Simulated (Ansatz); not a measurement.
The calculation's input:

```
crystal:
  lattice:
    - [2.86195808357, 0.0, 0.0]
    - [0.0, 2.86195808357, 0.0]
    - [0.0, 0.0, 2.86195808357]
  atoms:
    - { symbol: Al, position: [0.0, 0.0, 0.0] }
    - { symbol: Ni, position: [0.5, 0.5, 0.5] }
kpoints:
  mp_grid: { grid: [16, 16, 16] }
scf:
  occupations: { method: fermi_dirac, width: 0.05 }
hamiltonian:
  xc: pbesol
  pseudopotentials: { kind: paw }
relax:
  f_tol: 0.002
  max_steps: 80
  cell: { p_target: 4 }
output:
  forces: true
  stress: true
  write_density: true
  write_potential: true
  elf: true
  volumetric_format: npy
```

Command:

```sh
ansatz run input.yaml --threads 1 --pin off --max-ram 3072MiB --backend cpu --events-out ev --progress --plain --runs-dir out
```

Below, planes, directions and counts refer to the conventional cell (a = 2.84 Å, b = 2.84 Å, c = 2.84 Å, α = 90.00°, β = 90.00°, γ = 90.00°).

The fields are those of the run's last geometry, not of the input's.

Space group Pm-3m; computed pressure about 4 GPa in this cell; computed without spin polarisation.

Level of theory: DFT, PBEsol, PAW with Ansatz's default frozen-core files, scalar-relativistic; relaxation of cell and atoms (Ansatz).

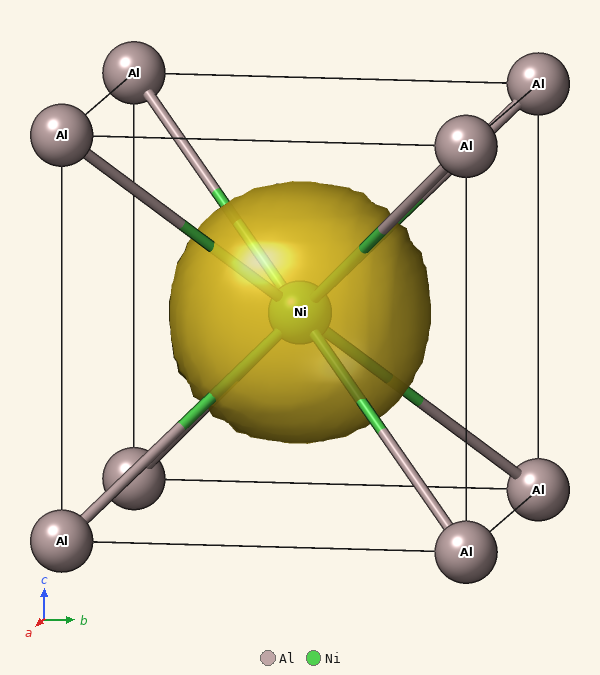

AlNi. Isosurface of the valence charge density (pseudo) at 0.6 e/Å³ (yellow), seen slightly off an axis. Sticks mark near contacts.

Core electrons are frozen (PAW), and the valence fields are smoothed inside the atomic spheres.

How is the density connected at this value?

Answer. At this value the density breaks into separate islands; it holds about 75 % of the electrons treated as valence (semicore included). It bridges none of the near contacts. It is pinched off along the sampled Al–Ni (2.46 Å) contacts. On the grid the lowest density along these lines, outside the cores, is 0.26 e/Å³ (Al–Ni, 2.46 Å).
